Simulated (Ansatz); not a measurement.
## CuO: band-structure calculation

The run: band-structure calculation of CuO (4 atoms in the cell). Method and program: DFT PBE, scalar-relativistic, plane waves, PAW, no spin polarisation (Ansatz 0.2.0).

The structure derives from an entry of the Crystallography Open Database. Figures and captions count atoms from 1; the log counts them from 0 in places.

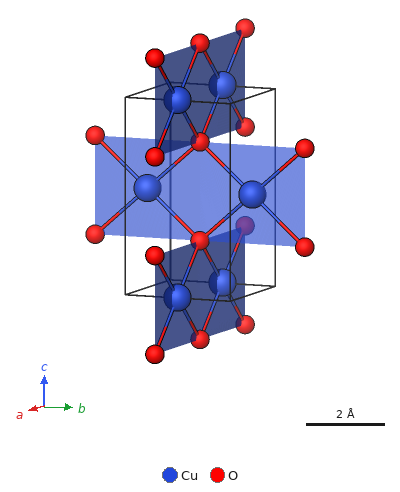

Figure 1. The structure as given in the input (polyhedral view of the cell of the calculation, seen slightly off an axis; polyhedra are completed across the faces of the cell).

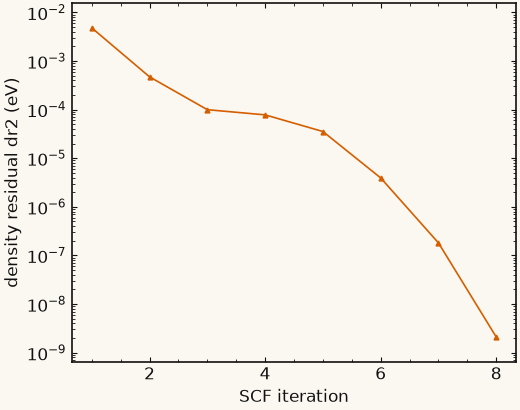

Figure 2. Convergence of the self-consistent field: density residual dr2 against the SCF iteration. The residual falls at every step.

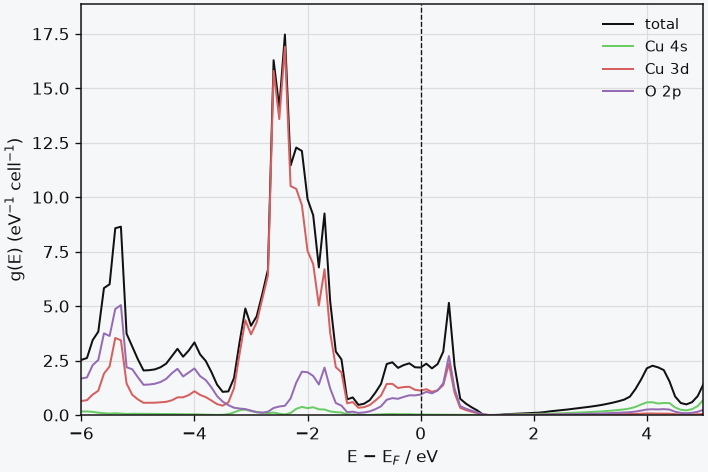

Figure 3. Density of states (projected on Löwdin-orthogonalised atomic shells), with energies from the Fermi level. There are states at the Fermi level: a metal at this level of theory.

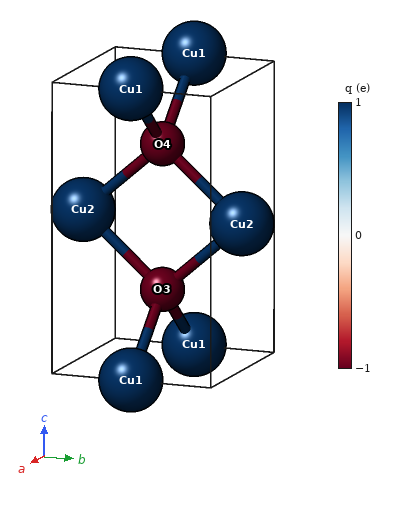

Figure 4. Bader charges, as the colour of each atom (ball-and-stick view of the cell of the calculation, seen slightly off an axis; atoms are numbered from 1 in the order of the input). By element: Cu +0.97 and O −0.97 e.

These pictures come from the run below.

### Input
```yaml
crystal:
  lattice:
    - [2.0811537784, -2.0820804211, 0.1647375781]
    - [2.0811537784, 2.0820804211, 0.1647375781]
    - [-0.408362293, 0.0, 5.1355966224]
  atoms:
    - { symbol: Cu, position: [-0.00575, 0.49425, 0.00185] }
    - { symbol: Cu, position: [0.49425, -0.00575, 0.50185] }
    - { symbol: O, position: [0.4943161646, 0.4941838353, 0.25185] }
    - { symbol: O, position: [0.4941838353, 0.4943161646, 0.75185] }
basis:
  ecutwfc: 420
  ecutrho_ratio: 4
kpoints:
  mp_grid: { grid: [12, 12, 8] }
  band_path:
    path:
      - [[0.0, 0.0, 0.0], [-0.49866462, 0.49866462, 0.0]]
      - [[-0.50133538, -0.49866462, 0.0], [-0.5, -0.5, 0.0], [0.0, 0.0, 0.0], [-0.5, -0.5, 0.5], [-0.50140731, -0.49859269, 0.5]]
      - [[-0.49859269, 0.49859269, 0.5], [0.0, 0.0, 0.5], [0.0, 0.0, 0.0]]
      - [[-0.5, 0.0, 0.5], [0.0, 0.0, 0.0], [-0.5, 0.0, 0.0]]
    npoints: 14
hamiltonian:
  xc: pbe
scf:
  occupations: { method: gaussian, width: 0.05 }
  n_extra_bands: 16
output:
  forces: true
  stress: true
  eigenvalues: true
  populations: true
  dos: { projected: true, de: 0.02, nscf_kmesh: { grid: [18, 18, 12] } }
  bader: true
```

Run as:
```bash
ansatz run input.yaml --threads 4 --pin off --max-ram 10240MiB --backend cpu --events-out ev --progress --plain --runs-dir out
```

### Log
```
scf.n_extra_bands = 16 over 25 filled bands (N_el = 50.0): the run solves 41 bands
Engine: ansatz 0.2.0, aarch64-unknown-linux-gnu
Pseudopotentials: kind: paw
Pseudopotential: Cu, paw, valence charge 19, recommended cutoff 420 eV (normal), Cu.paw.azcp
Pseudopotential: O, paw, valence charge 6, recommended cutoff 420 eV (normal), O.paw.azcp
Functional definition: PBE
  parameter kappa = 0.804
  parameter beta = 0.06672455060314922
  exchange = pbe_x(kappa = kappa, mu = beta*pi^2/3)
  correlation = pbe_c(beta = beta)
Crystal: 4 atoms, lattice volume = 44.787 Å³
Basis set: ecut = 420 eV, 845 PW (Γ), exchange–correlation on 40×40×72 points (8 copies of the dense FFT grid, shifted against one another)
Bands: 41, of which v1, the nominal top of the filled ones, is band 25 counted from 1 (24 counted from 0)
Symmetry: 4 space group operations
Space group: C2/c (ITA 15), of the structure as read, at distance tolerance 3.6e-5 Å
k-points: 320 of 1152
Non-local potential: Cu, projectors of the file, l = 0: 3, l = 1: 2, l = 2: 3, l = 3: 1
Non-local potential: O, projectors of the file, l = 0: 2, l = 1: 2, l = 2: 1
PAW form: soft (Blöchl's): semilocal exchange-correlation on the pseudo side does not see the compensation charge
PAW one-centre angular grid: Cu, 590 points (default); XC on 64 Gauss nodes
PAW one-centre angular grid: O, 110 points (default); XC on 64 Gauss nodes
Initial density: superposition of atomic densities (neutral atoms: chi_scale 0, normalization atom), corrected by the library's trained network
Initial wavefunctions: pseudopotential atomic-orbital guess
Functional: x = pbe(κ = 0.804, μ = 0.2195149727645171), c = pbe(β = 0.06672455060314922)
SCF iter   1: F=—  HF=-14382.565756 eV  |F-HF|=—  |Δ(HF+E_count)|=         —  Δρ=5.75e-3  dr2=4.79e-3  ethr=1.77e-3  ⟨swp⟩=5.3  Hψ=51239  notcnv=0  defer=889
preconditioner: auto → LDOS  [metal: Δε(μ)=0.002 eV  Ē_g=19.471 eV  σ=0.050 eV  W_gap=0.03  n_scr=16 (ndim 8)  ℏωp=32.4 eV  f_vac=0.051  D(μ)=3.02/eV (n_scr^D=36)  β→1.0]
SCF iter   2: F=—  HF=-14382.565303 eV  |F-HF|=—  |Δ(HF+E_count)|=   4.53e-4  Δρ=1.70e-3  dr2=4.71e-4  ethr=9.57e-6  ⟨swp⟩=2.0  Hψ=20946  notcnv=0  defer=2031
SCF iter   3: F=—  HF=-14382.565215 eV  |F-HF|=—  |Δ(HF+E_count)|=   8.75e-5  Δρ=6.04e-4  dr2=9.96e-5  ethr=9.41e-7  ⟨swp⟩=2.0  Hψ=15552  notcnv=0  defer=2031
SCF iter   4: F=—  HF=-14382.565091 eV  |F-HF|=—  |Δ(HF+E_count)|=   1.24e-4  Δρ=5.11e-4  dr2=7.79e-5  ethr=1.99e-7  ⟨swp⟩=2.0  Hψ=17701  notcnv=0  defer=2031
SCF iter   5: F=—  HF=-14382.565084 eV  |F-HF|=—  |Δ(HF+E_count)|=   7.29e-6  Δρ=3.55e-4  dr2=3.54e-5  ethr=1.56e-7  ⟨swp⟩=1.0  Hψ=10093  notcnv=0  defer=2031
SCF iter   6: F=—  HF=-14382.565078 eV  |F-HF|=—  |Δ(HF+E_count)|=   6.00e-6  Δρ=1.21e-4  dr2=3.93e-6  ethr=7.08e-8  ⟨swp⟩=2.2  Hψ=13007  notcnv=0  defer=2031
SCF iter   7: F=—  HF=-14382.565077 eV  |F-HF|=—  |Δ(HF+E_count)|=   6.44e-7  Δρ=2.38e-5  dr2=1.81e-7  ethr=7.87e-9  ⟨swp⟩=2.3  Hψ=12777  notcnv=0  defer=2031
SCF iter   8: F=-14382.565077 eV  HF=-14382.565077 eV  |F-HF|=1.23e-9  |Δ(HF+E_count)|=   3.15e-8  Δρ=2.79e-6  dr2=2.10e-9  ethr=2.00e-10  ⟨swp⟩=9.6  Hψ=59615  notcnv=0
SCF 1 converged in 8 iterations: F = -14382.565077 eV  dr2 = 2.10e-9
  greatest PAW one-centre occupation: 1.000 electrons in one spin orbital (limit 2), on the Cu atom at site 1 (counted from 0), in its partial waves of l = 0
NSCF: frozen V_eff on 130 k-points
NSCF: frozen V_eff on 1037 k-points
SCF converged after 8 iterations
Free energy (F): -14382.565077 eV
Harris-Foulkes:  -14382.565077 eV  (|F-HF|=1.23e-9)
Internal energy: -14382.561243 eV  (E = F + TS)
E sigma→0 (E₀):  -14382.563160 eV
Entropy (-TS):   -0.003834 eV (-0.959 meV/atom)
Fermi energy:    10.693159 eV
--- Per-component energies (eV) ---
  E_band       = -934.309676
  E_kinetic    = 941.025161
  E_local      = -10195.511344  (includes V_loc(G=0)·N_el)
  E_nonlocal   = 876.007587
  E_hartree    = 4412.788277
  E_xc         = -323.251802
  E_vxc        = -414.863769  (∫ρ·V_xc dr)
  E_paw        = -3637.425131  (= ΣΔE_a)
  E_vpaw       = -966.544737  (= ΣTr[D̂ρ^β])
  E_aug_tail   = 0.005528  (compensation charges beyond the density's cutoff)
  E_ewald      = -6456.199519
  E_smearing   = -0.003834  (= −TS)
  E_closure    = -0.000000  (closes the sum)
  Σ components = -14382.565077   (vs F -14382.565077, Δ=0.00e0)
--- Forces (eV/Å), atoms counted from 1 ---
  atom   1  Cu     0.00000000    -0.00000000    -0.00000000
  atom   2  Cu     0.00000000     0.00000000    -0.00000000
  atom   3  O     -0.00000000    -0.00051474     0.00000000
  atom   4  O      0.00000000     0.00051474    -0.00000000
  max |Σ_I F_I| component: 8.27e-25 eV/Å
--- Stress (GPa, compression-positive) ---
       -0.020577      -0.000000       0.006694
       -0.000000       0.022780       0.000000
        0.006694       0.000000       0.000537
  P = ⅓ Tr σ = 0.0009 GPa (0.009 kbar)
--- Band table (eV; the first three rows and the last of 320) ---
  k-point 0: bands = ["-102.0043", "-102.0041", "-59.4991", "-59.4991", "-59.4638", "-59.4584", "-59.1614", "-59.1614", "-9.0800", "-7.7770", "2.6286", "5.2881", "5.2936", "6.9957", "7.2269", "7.2273", "7.4453", "7.7401", "8.2333", "8.3234", "8.3256", "8.3414", "8.4316", "8.8006", "11.3520", "11.3583", "12.0376", "16.7205", "17.9006", "23.7966", "25.0170", "25.0200", "25.3352", "26.3973", "26.4404", "26.5168", "31.3004", "32.4437", "34.7973", "34.8225", "35.1944"]
  k-point 1: bands = ["-102.0043", "-102.0041", "-59.4991", "-59.4991", "-59.4636", "-59.4586", "-59.1614", "-59.1614", "-9.0386", "-7.8377", "2.7820", "5.2935", "5.2986", "6.9899", "7.1474", "7.1475", "7.4284", "7.4459", "8.2892", "8.3448", "8.4282", "8.4505", "8.4528", "8.7623", "11.2851", "11.2912", "12.2603", "16.2191", "18.5361", "23.8472", "25.0850", "25.0962", "25.0969", "26.3782", "26.3852", "26.4260", "31.0870", "32.8034", "34.5403", "35.1895", "35.2566"]
  k-point 2: bands = ["-102.0043", "-102.0041", "-59.4991", "-59.4991", "-59.4630", "-59.4592", "-59.1614", "-59.1614", "-8.9180", "-8.0043", "3.2216", "5.3068", "5.3108", "6.5489", "6.9948", "6.9950", "7.1879", "7.4419", "8.3350", "8.3545", "8.4183", "8.6618", "8.7323", "8.7348", "11.1080", "11.1133", "12.7915", "15.4813", "19.6533", "24.0027", "24.4324", "25.2980", "25.2989", "25.9031", "26.3424", "26.3768", "30.9962", "33.7632", "33.8786", "35.2252", "35.2936"]
  k-point 319: bands = ["-102.0032", "-102.0032", "-59.5094", "-59.5094", "-59.4592", "-59.4592", "-59.1697", "-59.1697", "-7.7535", "-7.7535", "4.8891", "4.8891", "5.0160", "5.0160", "5.3242", "5.3242", "7.8311", "7.8311", "8.3588", "8.3588", "8.8022", "8.8022", "9.2853", "9.2853", "10.1770", "10.1770", "14.6484", "14.6484", "20.9856", "20.9856", "22.0395", "22.0395", "26.0624", "26.0624", "26.8589", "26.8589", "27.6925", "27.6925", "30.3282", "30.3282", "40.1985"]
--- Löwdin populations: 4 sites ---
  site symbol       q [e]
     0     Cu     18.0143
     1     Cu     18.0143
     2      O      6.8758
     3      O      6.8758
  spilling = 0.004396 (of n_electrons = 50.000000)
--- Bader charges: 4 sites ---
  site symbol  charge [e]  shift [e]
     0     Cu      0.9729     0.0062
     1     Cu      0.9729     0.0062
     2      O     -0.9729     0.0062
     3      O     -0.9729     0.0062
  estimated error of the sums over rays = 2.5e-4 e
```

### File populations.tsv
```
# site	symbol	l	j	q
# orbitals = lowdin
# n_electrons = 50.000000
# spilling = 0.004396
0	Cu	0_3S	-	1.997571
0	Cu	0_4S	-	0.598707
0	Cu	1_3P	-	5.998727
0	Cu	2_3D	-	9.419260
1	Cu	0_3S	-	1.997571
1	Cu	0_4S	-	0.598707
1	Cu	1_3P	-	5.998727
1	Cu	2_3D	-	9.419260
2	O	0_2S	-	1.860414
2	O	1_2P	-	5.015417
3	O	0_2S	-	1.860414
3	O	1_2P	-	5.015417
```

### Results in brief

```json
{"quantity": "outcome", "value": "converged"}
{"quantity": "space group (tolerance 0.01 Å)", "value": "Cccm (66)"}
{"quantity": "electrons treated", "value": "50"}
{"quantity": "free energy", "value": "−14382.5651 eV"}
{"quantity": "Fermi energy", "value": "10.693 eV"}
{"quantity": "gap on the k-point mesh", "value": "none (metallic)"}
{"quantity": "pressure", "value": "0.00 GPa"}
{"quantity": "largest force (length of the vector)", "value": "0.001 eV/Å"}
{"quantity": "hardware", "value": "4 threads of Arm Neoverse V2, 24 GiB of memory available, shared host"}
{"quantity": "wall time", "value": "28 s (CPU time 1.8 min)"}
{"quantity": "peak memory", "value": "1.2 GiB"}
```

### Notes

The run has no spin polarisation, so a magnetic state may lie lower.
